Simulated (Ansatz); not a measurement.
# Run report: Al₂Pt, geometry relaxation

Al₂Pt (3 atoms in the cell), computed with DFT PBEsol, scalar-relativistic, plane waves, PAW, no spin polarisation (Ansatz 0.2.0).

The structure derives from an entry of the Crystallography Open Database. Figures and captions count atoms from 1; the log counts them from 0 in places.

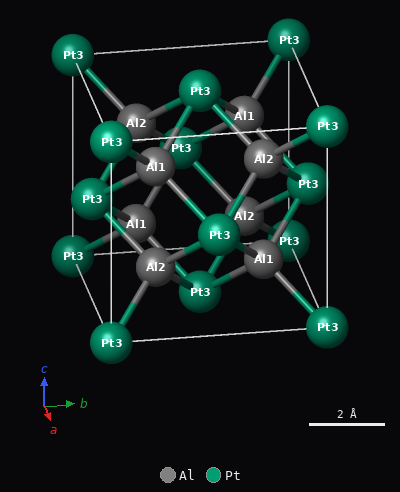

The structure as given in the input (ball-and-stick view of the cell 4 times as large as that of the calculation, set on its symmetry axes, seen at an oblique angle; atoms are numbered from 1 in the order of the input). An atom can appear more than once, as a periodic image.

The input
```yaml
crystal:
  lattice:
    - [0.0, 2.955, 2.955]
    - [2.955, 0.0, 2.955]
    - [2.955, 2.955, 0.0]
  atoms:
    - { symbol: Al, position: [0.25, 0.25, 0.25] }
    - { symbol: Al, position: [0.75, 0.75, 0.75] }
    - { symbol: Pt, position: [0.0, 0.0, 0.0] }
basis:
  ecutwfc: 420
kpoints:
  mp_grid: { grid: [12, 12, 12] }
hamiltonian:
  xc: pbesol
scf:
  occupations: { method: gaussian, width: 0.1 }
output:
  forces: true
  stress: true
  eigenvalues: true
  write_density: true
  write_potential: true
  elf: true
  volumetric_format: npy
relax:
  adjacent_minimum: "off"
  f_tol: 0.005
  max_steps: 80
  cell: { stress_tol: 0.05 }
```

Command:
```bash
ansatz run input.yaml --threads 1 --pin off --max-ram 2560MiB --backend cpu --events-out ev --progress --plain --runs-dir out
```

Output
```
Engine: ansatz 0.2.0, aarch64-unknown-linux-gnu
Pseudopotentials: kind: paw
Pseudopotential: Al, paw, valence charge 3, recommended cutoff 420 eV (normal), Al.paw.azcp
Pseudopotential: Pt, paw, valence charge 18, recommended cutoff 420 eV (normal), Pt.paw.azcp
Functional definition: PBEsol
  exchange = pbesol_x
  correlation = pbesol_c
Crystal: 3 atoms, lattice volume = 51.606 Å³
Basis set: ecut = 420 eV, 965 PW (Γ), exchange–correlation on 60×60×60 points (8 copies of the dense FFT grid, shifted against one another)
Bands: 16, of which v1, the nominal top of the filled ones, is band 12 counted from 1 (11 counted from 0)
Symmetry: 48 space group operations
Space group: Fm-3m (ITA 225), of the structure as read, at distance tolerance 3.7e-5 Å
k-points: 72 of 1728
Non-local potential: Al, projectors of the file, l = 0: 2, l = 1: 2, l = 2: 1
Non-local potential: Pt, projectors of the file, l = 0: 3, l = 1: 2, l = 2: 2, l = 3: 1
PAW form: soft (Blöchl's): semilocal exchange-correlation on the pseudo side does not see the compensation charge
PAW frozen core: Al, regenerated for the run's functional, and the local potential with it (the file was generated under x = pbe(κ = 0.804, μ = 0.2195149727645171), c = pbe(β = 0.06672455060314922))
PAW frozen core: Pt, regenerated for the run's functional, and the local potential with it (the file was generated under x = pbe(κ = 0.804, μ = 0.2195149727645171), c = pbe(β = 0.06672455060314922))
PAW one-centre angular grid: Al, 110 points (default); XC on 64 Gauss nodes
PAW one-centre angular grid: Pt, 590 points (default); XC on 64 Gauss nodes
Initial density: superposition of atomic densities (neutral atoms: chi_scale 0, normalization atom), corrected by the library's trained network
Initial wavefunctions: pseudopotential atomic-orbital guess
Functional: x = pbesol(κ = 0.804, μ = 0.12345679012345678), c = pbesol(β = 0.046)
SCF iter   1: F=—  HF=-13435.514859 eV  |F-HF|=—  |Δ(HF+E_count)|=         —  Δρ=2.24e-3  dr2=3.41e-3  ethr=1.77e-3  ⟨swp⟩=5.2  Hψ=5981  notcnv=0
preconditioner: auto → Kerker (q_TF=auto, 2.401 Å⁻¹)  [metal: Δε(μ)=0.033 eV  Ē_g=8.298 eV  σ=0.100 eV  W_gap=0.18  n_scr=14 (ndim 8)  ℏωp=20.7 eV  f_vac=0.001  D(μ)=1.17/eV (n_scr^D=8)]
SCF iter   2: F=—  HF=-13435.514581 eV  |F-HF|=—  |Δ(HF+E_count)|=   2.78e-4  Δρ=8.04e-4  dr2=2.86e-4  ethr=1.42e-5  ⟨swp⟩=2.4  Hψ=2153  notcnv=0
SCF iter   3: F=—  HF=-13435.514567 eV  |F-HF|=—  |Δ(HF+E_count)|=   1.39e-5  Δρ=3.21e-4  dr2=4.84e-5  ethr=1.19e-6  ⟨swp⟩=1.9  Hψ=1454  notcnv=0
SCF iter   4: F=—  HF=-13435.514549 eV  |F-HF|=—  |Δ(HF+E_count)|=   1.77e-5  Δρ=6.91e-5  dr2=4.33e-6  ethr=2.02e-7  ⟨swp⟩=2.5  Hψ=1916  notcnv=0
SCF iter   5: F=—  HF=-13435.514550 eV  |F-HF|=—  |Δ(HF+E_count)|=   9.76e-7  Δρ=1.77e-5  dr2=2.52e-7  ethr=1.80e-8  ⟨swp⟩=2.1  Hψ=1555  notcnv=0
SCF iter   6: F=-13435.514550 eV  HF=-13435.514550 eV  |F-HF|=9.58e-9  |Δ(HF+E_count)|=   2.23e-8  Δρ=5.47e-6  dr2=1.73e-8  ethr=4.17e-10  ⟨swp⟩=8.9  Hψ=6781  notcnv=0
SCF 1 converged in 6 iterations: F = -13435.514550 eV  dr2 = 1.73e-8
  greatest PAW one-centre occupation: 1.000 electrons in one spin orbital (limit 2), on the Pt atom at site 2 (counted from 0), in its partial waves of l = 0
relax step   1: F+E_penalty+E_count = -13435.51454999 eV  Δ(F+E_penalty+E_count) = +0.000e0 eV  max|allowed force component| = 1.542e-17 eV/Å  Δτ_max = 0.0000 Å  P = -0.943 GPa  Ω = 51.606 Å³  (6 SCF iters, dr2 threshold 1.00e-7 eV, accepted)
Crystal: 3 atoms, lattice volume = 51.141 Å³
Initial density: handed on by an earlier stage of this run
Initial wavefunctions: those handed on with the density
iter 1 solved again at ethr=2.26e-6 eV; its pass at ethr=3.10e-3 eV (dr2=5.41e-4 eV) is discarded
SCF iter   1: F=—  HF=-13435.515822 eV  |F-HF|=—  |Δ(HF+E_count)|=         —  Δρ=9.36e-4  dr2=6.43e-4  ethr=2.26e-6  ⟨swp⟩=2.0  Hψ=6712  notcnv=0
preconditioner: auto → Kerker (q_TF=auto, 2.405 Å⁻¹)  [metal: Δε(μ)=0.035 eV  Ē_g=8.370 eV  σ=0.100 eV  W_gap=0.20  n_scr=14 (ndim 8)  ℏωp=20.8 eV  f_vac=0.000  D(μ)=1.17/eV (n_scr^D=8)]
SCF iter   2: F=—  HF=-13435.515669 eV  |F-HF|=—  |Δ(HF+E_count)|=   1.53e-4  Δρ=3.58e-4  dr2=3.76e-5  ethr=2.26e-6  ⟨swp⟩=2.3  Hψ=1633  notcnv=0
SCF iter   3: F=—  HF=-13435.515640 eV  |F-HF|=—  |Δ(HF+E_count)|=   2.89e-5  Δρ=1.63e-4  dr2=8.23e-6  ethr=1.56e-7  ⟨swp⟩=1.5  Hψ=1447  notcnv=0
SCF iter   4: F=—  HF=-13435.515639 eV  |F-HF|=—  |Δ(HF+E_count)|=   4.78e-7  Δρ=2.71e-5  dr2=7.08e-7  ethr=3.43e-8  ⟨swp⟩=2.0  Hψ=1914  notcnv=0
SCF iter   5: F=-13435.515640 eV  HF=-13435.515640 eV  |F-HF|=7.84e-9  |Δ(HF+E_count)|=   8.59e-8  Δρ=9.20e-6  dr2=4.53e-8  ethr=1.25e-9  ⟨swp⟩=8.2  Hψ=6870  notcnv=0
SCF 2 converged in 5 iterations: F = -13435.515640 eV  dr2 = 4.53e-8
relax step   2: F+E_penalty+E_count = -13435.51563955 eV  Δ(F+E_penalty+E_count) = -1.090e-3 eV  max|allowed force component| = 2.930e-17 eV/Å  Δτ_max = 0.0000 Å  P = +0.304 GPa  Ω = 51.141 Å³  energy of the carried Pulay correction = +1.470e-4 eV  (5 SCF iters, dr2 threshold 3.00e-7 eV, accepted)
Crystal: 3 atoms, lattice volume = 51.254 Å³
iter 1 solved again at ethr=1.22e-7 eV; its pass at ethr=3.10e-3 eV (dr2=2.93e-5 eV) is discarded
SCF iter   1: F=—  HF=-13435.515741 eV  |F-HF|=—  |Δ(HF+E_count)|=         —  Δρ=2.24e-4  dr2=3.69e-5  ethr=1.22e-7  ⟨swp⟩=2.0  Hψ=6519  notcnv=0
preconditioner: auto → Kerker (q_TF=auto, 2.404 Å⁻¹)  [metal: Δε(μ)=0.036 eV  Ē_g=8.364 eV  σ=0.100 eV  W_gap=0.20  n_scr=14 (ndim 8)  ℏωp=20.7 eV  f_vac=0.000  D(μ)=1.17/eV (n_scr^D=8)]
SCF iter   2: F=—  HF=-13435.515710 eV  |F-HF|=—  |Δ(HF+E_count)|=   3.11e-5  Δρ=8.88e-5  dr2=2.25e-6  ethr=1.22e-7  ⟨swp⟩=2.3  Hψ=1651  notcnv=0
SCF iter   3: F=—  HF=-13435.515709 eV  |F-HF|=—  |Δ(HF+E_count)|=   4.17e-7  Δρ=3.94e-5  dr2=4.43e-7  ethr=9.64e-10  ⟨swp⟩=9.2  Hψ=7771  notcnv=0
SCF iter   4: F=-13435.515709 eV  HF=-13435.515709 eV  |F-HF|=1.21e-9  |Δ(HF+E_count)|=   4.11e-8  Δρ=5.78e-6  dr2=2.93e-8  ethr=9.64e-10  ⟨swp⟩=8.4  Hψ=7053  notcnv=0
SCF 3 converged in 4 iterations: F = -13435.515709 eV  dr2 = 2.93e-8
relax step   3: F+E_penalty+E_count = -13435.51570922 eV  Δ(F+E_penalty+E_count) = -6.966e-5 eV  max|allowed force component| = 3.084e-17 eV/Å  Δτ_max = 0.0000 Å  P = -0.004 GPa  Ω = 51.254 Å³  energy of the carried Pulay correction = +1.113e-4 eV  (4 SCF iters, dr2 threshold 2.31e-7 eV, accepted)
Initial wavefunctions: pseudopotential atomic-orbital guess (no wavefunctions were taken with the density)
iter 1 solved again at ethr=3.35e-8 eV; its pass at ethr=3.10e-3 eV (dr2=8.05e-6 eV) is discarded
SCF iter   1: F=—  HF=-13435.515628 eV  |F-HF|=—  |Δ(HF+E_count)|=         —  Δρ=1.21e-5  dr2=3.90e-8  ethr=3.35e-8  ⟨swp⟩=3.8  Hψ=9416  notcnv=0
preconditioner: auto → Kerker (q_TF=auto, 2.404 Å⁻¹)  [metal: Δε(μ)=0.036 eV  Ē_g=8.363 eV  σ=0.100 eV  W_gap=0.20  n_scr=14 (ndim 8)  ℏωp=20.7 eV  f_vac=0.000  D(μ)=1.17/eV (n_scr^D=8)]
SCF iter   2: F=—  HF=-13435.515607 eV  |F-HF|=—  |Δ(HF+E_count)|=   2.09e-5  Δρ=6.93e-6  dr2=1.96e-8  ethr=1.62e-10  ⟨swp⟩=2.1  Hψ=1803  notcnv=0
SCF iter   3: F=—  HF=-13435.515607 eV  |F-HF|=—  |Δ(HF+E_count)|=   2.88e-9  Δρ=1.63e-6  dr2=1.93e-9  ethr=8.15e-11  ⟨swp⟩=1.7  Hψ=1765  notcnv=0
SCF iter   4: F=—  HF=-13435.515607 eV  |F-HF|=—  |Δ(HF+E_count)|=  3.18e-10  Δρ=4.91e-7  dr2=1.43e-10  ethr=8.06e-12  ⟨swp⟩=2.0  Hψ=1560  notcnv=0
SCF iter   5: F=-13435.515607 eV  HF=-13435.515607 eV  |F-HF|=3.64e-12  |Δ(HF+E_count)|=  1.09e-11  Δρ=1.47e-7  dr2=8.40e-12  ethr=1.00e-12  ⟨swp⟩=6.1  Hψ=5105  notcnv=0
SCF 4 converged in 5 iterations: F = -13435.515607 eV  dr2 = 8.40e-12
relax step   4: F+E_penalty+E_count = -13435.51560673 eV  Δ(F+E_penalty+E_count) = +1.025e-4 eV  max|allowed force component| = 1.773e-17 eV/Å  Δτ_max = 0.0000 Å  P = -0.005 GPa  Ω = 51.254 Å³  stress off target by 5.13e-3 GPa  SCF on the basis re-selected at this cell (its energy is not comparable with the rows above)  (5 SCF iters)
```

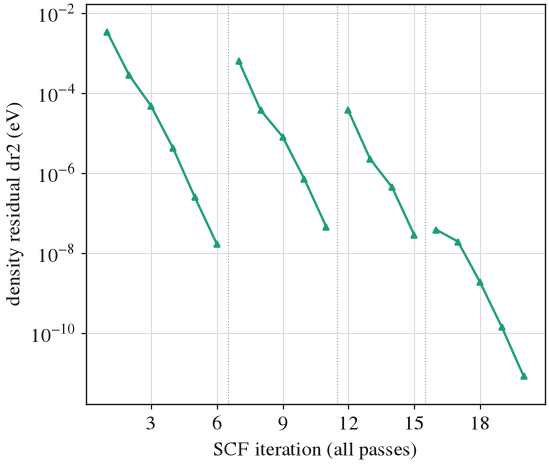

Convergence of the self-consistent field: density residual dr2 against the SCF iteration. The dotted lines part the SCF passes of the relaxation: geometry steps, rejected trials and re-solves on a re-selected basis. The passes take 6, 5, 4 and 5 iterations.

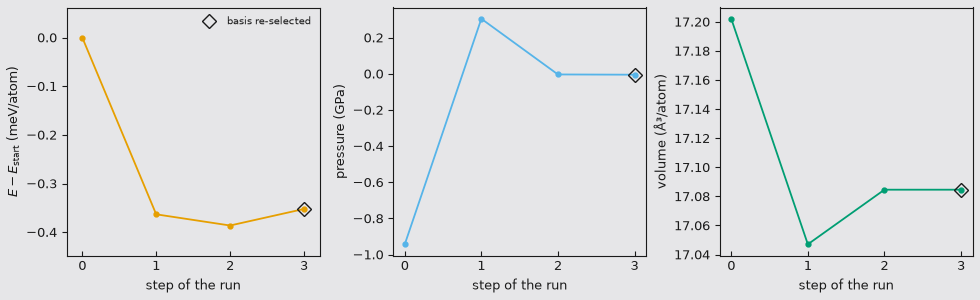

Progress of the relaxation, step by step (the first geometry is step 0 here and step 1 in the log). The atoms keep their places relative to the cell (all moves are under 0.005 Å). Over 2 geometry steps the energy falls by 0.4 meV per atom. All forces vanish by symmetry, so only the cell relaxes. Pressure: −0.94 GPa at the start and −0.01 GPa at the end. A last SCF at the same geometry on a re-selected plane-wave basis shifts the energy by +0.0 meV per atom.

```
basis re-selected at this cell: Δ(F+E_penalty+E_count) = +1.025e-4 eV, ΔP = -0.001 GPa vs the last step (what re-selecting the basis moved, of the pressure what is left beyond the Pulay correction that the steps carried, after the strain that the cell walked since its last selection, with what the two solves' SCF thresholds leave and, on support functions, any second-order correction that the steps lacked; it is no measure of the basis error at this ecutwfc). This SCF's stress stands 5.13e-3 GPa from its target on what of the cell is left free (relax.cell.stress_tol is 5.00e-2 GPa) and its largest allowed force component is 1.77e-17 eV/Å (relax.f_tol is 5.00e-3 eV/Å): within both
SCF converged after 5 iterations
Free energy (F): -13435.515607 eV
Harris-Foulkes:  -13435.515607 eV  (|F-HF|=3.64e-12)
Internal energy: -13435.509752 eV  (E = F + TS)
E sigma→0 (E₀):  -13435.512679 eV
Entropy (-TS):   -0.005855 eV (-1.952 meV/atom)
Fermi energy:    11.408394 eV
--- Per-component energies (eV) ---
  E_band       = -312.141938
  E_kinetic    = 687.682118
  E_local      = -2696.605224  (includes V_loc(G=0)·N_el)
  E_nonlocal   = 220.971461
  E_hartree    = 1069.459531
  E_xc         = -341.284570
  E_vxc        = -363.583360  (∫ρ·V_xc dr)
  E_paw        = -10225.999814  (= ΣΔE_a)
  E_vpaw       = -299.526025  (= ΣTr[D̂ρ^β])
  E_aug_tail   = 0.000178  (compensation charges beyond the density's cutoff)
  E_ewald      = -2150.058692
  E_core_change = 0.325259  (= ΣΔE_core)
  E_smearing   = -0.005855  (= −TS)
  E_closure    = 0.000000  (closes the sum)
  Σ components = -13435.515607   (vs F -13435.515607, Δ=0.00e0)
--- Forces (eV/Å), atoms counted from 1 ---
  atom   1  Al     0.00000000    -0.00000000    -0.00000000
  atom   2  Al     0.00000000     0.00000000     0.00000000
  atom   3  Pt     0.00000000    -0.00000000     0.00000000
  max |Σ_I F_I| component: 3.70e-17 eV/Å
--- Stress (GPa, compression-positive) ---
       -0.005133       0.000000       0.000000
        0.000000      -0.005133       0.000000
        0.000000       0.000000      -0.005133
  P = ⅓ Tr σ = -0.0051 GPa (-0.051 kbar)
--- Band table (eV; the first three rows and the last of 72) ---
  k-point 0: bands = ["-87.5372", "-41.7359", "-41.7359", "-41.7359", "1.1050", "6.2853", "6.2853", "6.2853", "7.6474", "7.6474", "14.4176", "15.1798", "15.1798", "15.1798", "16.8437", "16.8437"]
  k-point 1: bands = ["-87.5372", "-41.7360", "-41.7359", "-41.7359", "1.2015", "6.2283", "6.3179", "6.3179", "7.6356", "7.6356", "13.8809", "14.6293", "14.9119", "14.9119", "17.1478", "17.1478"]
  k-point 2: bands = ["-87.5372", "-41.7365", "-41.7360", "-41.7360", "1.4862", "6.0761", "6.4031", "6.4031", "7.6161", "7.6161", "12.1484", "14.3335", "14.3335", "14.8906", "17.1209", "17.1791"]
  k-point 71: bands = ["-87.5371", "-41.7377", "-41.7377", "-41.7368", "5.3418", "5.3418", "5.9469", "6.2357", "7.5623", "8.0910", "8.5822", "8.5822", "10.4860", "16.6193", "16.6193", "17.5037"]
--- Relaxed structure (3 steps of the walk, 3 accepted, 1 SCFs on fresh bases) ---
  F+E_penalty+E_count = -13435.51560673 eV   max|allowed force component| = 1.773e-17 eV/Å   (the final SCF, on the basis selected at the relaxed cell)
  cell:  # Å, volume = 51.2538 Å³
    - [-3.622491054636705e-35, 2.948257294543914, 2.948257294543914]
    - [2.948257294543914, -2.8462429715002706e-34, 2.948257294543914]
    - [2.948257294543914, 2.948257294543914, 4.4584505287836414e-35]
  atoms:
    - { symbol: Al, position: [0.25, 0.25, 0.25] }
    - { symbol: Al, position: [0.7500000000000002, 0.7500000000000002, 0.7500000000000002] }
    - { symbol: Pt, position: [-2.8266672202965576e-35, -4.844300840388139e-36, 1.03887269117229e-35] }
```

Trajectory as extended XYZ (Å, eV, eV/Å), 4 frames, from step=1 to step=4
```
3
Lattice="0.0000 2.9550 2.9550 2.9550 0.0000 2.9550 2.9550 2.9550 0.0000" Properties=species:S:1:pos:R:3:forces:R:3 step=1 energy=-13435.51455 pressure_GPa=-0.94
Al    1.4775    1.4775    1.4775    0.0000   0.0000   0.0000
Al    4.4325    4.4325    4.4325    0.0000   0.0000   0.0000
Pt    0.0000    0.0000    0.0000    0.0000   0.0000   0.0000
3
Lattice="0.0000 2.9461 2.9461 2.9461 0.0000 2.9461 2.9461 2.9461 0.0000" Properties=species:S:1:pos:R:3:forces:R:3 step=2 energy=-13435.51564 pressure_GPa=0.30
Al    1.4730    1.4730    1.4730    0.0000   0.0000   0.0000
Al    4.4191    4.4191    4.4191    0.0000   0.0000   0.0000
Pt    0.0000    0.0000    0.0000    0.0000   0.0000   0.0000
3
Lattice="0.0000 2.9483 2.9483 2.9483 0.0000 2.9483 2.9483 2.9483 0.0000" Properties=species:S:1:pos:R:3:forces:R:3 step=3 energy=-13435.51571 pressure_GPa=-0.00
Al    1.4741    1.4741    1.4741    0.0000   0.0000   0.0000
Al    4.4224    4.4224    4.4224    0.0000   0.0000   0.0000
Pt    0.0000    0.0000    0.0000    0.0000   0.0000   0.0000
3
Lattice="0.0000 2.9483 2.9483 2.9483 0.0000 2.9483 2.9483 2.9483 0.0000" Properties=species:S:1:pos:R:3:forces:R:3 step=4 energy=-13435.51561 pressure_GPa=-0.01
Al    1.4741    1.4741    1.4741    0.0000   0.0000   0.0000
Al    4.4224    4.4224    4.4224    0.0000   0.0000   0.0000
Pt    0.0000    0.0000    0.0000    0.0000   0.0000   0.0000
```

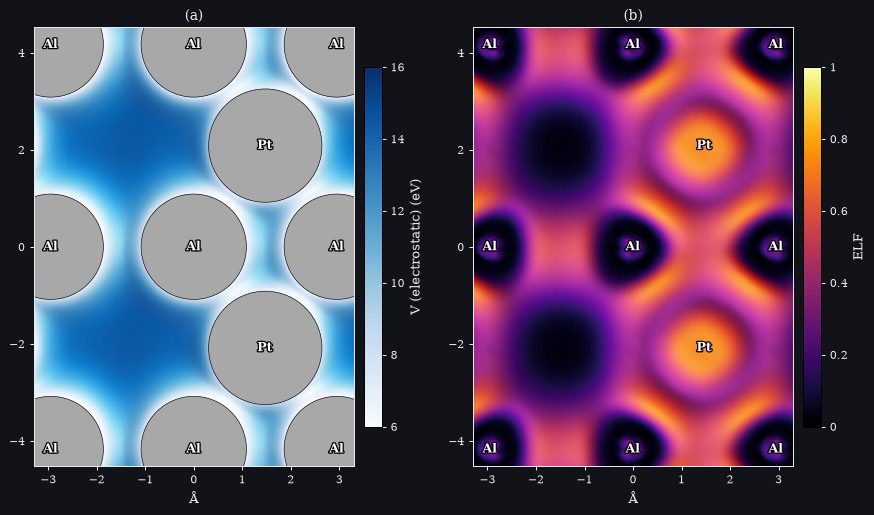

(a) electrostatic potential (local pseudopotential plus Hartree) felt by an electron; (b) ELF on the (101) plane of the conventional cell. Grey discs, where drawn, cover atomic cores. Al–Pt (2.55 Å): the ELF is about 0.50 at the midpoint (no shared electron pair). The strong features right at Pt lie inside the PAW spheres (semicore, d or f shells) and say nothing about bonding. Outside the cores the potential energy rises away from the atoms and is highest about 2.5 Å from the nearest atoms; outside the discs it spans about 9 eV, and its zero is arbitrary. The fields are those of the smooth PAW valence density.

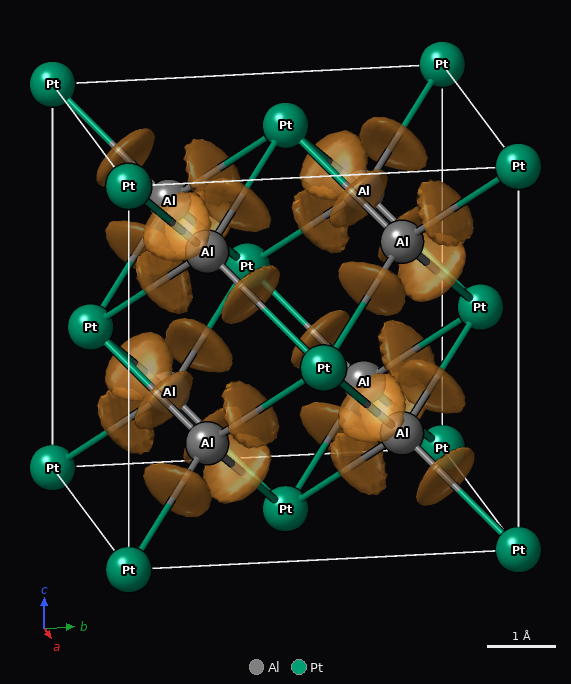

Isosurface of the electron localisation function at 0.6 (orange), seen slightly off an axis. Only the valence region is drawn (cores and ρ < 0.01 e/Å³ removed). Sticks mark near contacts. The outline is the cell set on symmetry axes. Along the contacts the grid gives the following. Al–Pt (2.55 Å): the ELF is about 0.50 at the midpoint (no shared electron pair).

Results in brief

- outcome: converged
- space group (tolerance 0.01 Å): Fm-3m (225)
- electrons treated: 24
- free energy: −13435.5156 eV
- Fermi energy: 11.408 eV
- gap on the k-point mesh: none (metallic)
- pressure: −0.01 GPa
- final volume: 51.25 Å³
- largest force (length of the vector) at the end: under 0.001 eV/Å
- final cell: a = 4.169 Å, b = 4.169 Å, c = 4.169 Å, α = 60.00°, β = 60.00°, γ = 60.00°
- hardware: 1 thread of Arm Neoverse N1, 24 GiB of memory available, shared host
- wall time: 22 s
- peak memory: 0.36 GiB

Notes

Spin–orbit coupling is left out, which matters for Pt.
